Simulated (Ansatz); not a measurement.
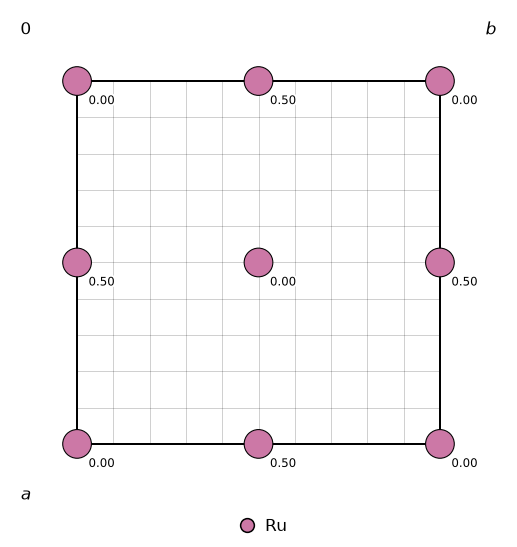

Plan of a unit cell projected along c (a down the page, b across); the numbers are heights as fractions of c, and atoms on the cell's edges are repeated. The grid marks tenths of a and b. Source: the input geometry of an electronic-structure calculation (not necessarily at equilibrium); the starting structure was generated, so it need not be a known form of this composition. Symmetry computed with spglib at a tolerance of 0.002 Å; standard conventional cell.

a = 3.786 Å, b = 3.786 Å, c = 3.786 Å, α = 90.00°, β = 90.00°, γ = 90.00°.

What does the cell contain?

4 Ru: Ru, Z = 4.

Give the fractional coordinates of all atoms, to two places.

| atom | x | y | z |
| --- | --- | --- | --- |
| Ru | 0.00 | 0.00 | 0.00 |
| Ru | 0.00 | 0.50 | 0.50 |
| Ru | 0.50 | 0.00 | 0.50 |
| Ru | 0.50 | 0.50 | 0.00 |
